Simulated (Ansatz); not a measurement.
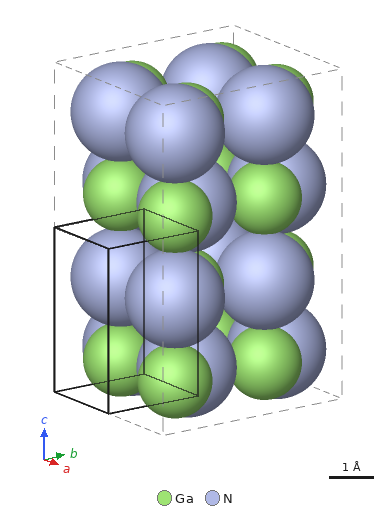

The crystal in a space-filling representation, seen slightly off an axis. The drawing covers 2×2×2 cells, and the solid lines enclose one conventional unit cell. Cell: a = 3.357 Å, b = 3.357 Å, c = 3.866 Å, α = 90.00°, β = 90.00°, γ = 120.00°.

Give a description of the structure.

- The material is GaN.
- It takes space group P6_3/mmc (No. 194) on a primitive hexagonal lattice.
- Atoms per cell: 4 (2 Ga, 2 N).
- Ga is linked to five N in a trigonal bipyramidal arrangement at about 1.9 Å. Around each N lie five Ga in a trigonal bipyramidal arrangement at about 1.9 Å.

The cell started as a structure listed in the Materials Project, with elements exchanged, so it need not be a known form of the compound. The cell was then strained or its atoms displaced on purpose. It was run through Ansatz as a DFT input.

At this level of theory the cell isn't at rest (compressed, at 51 GPa), so its distances can differ from those at equilibrium, the more so the softer the solid.
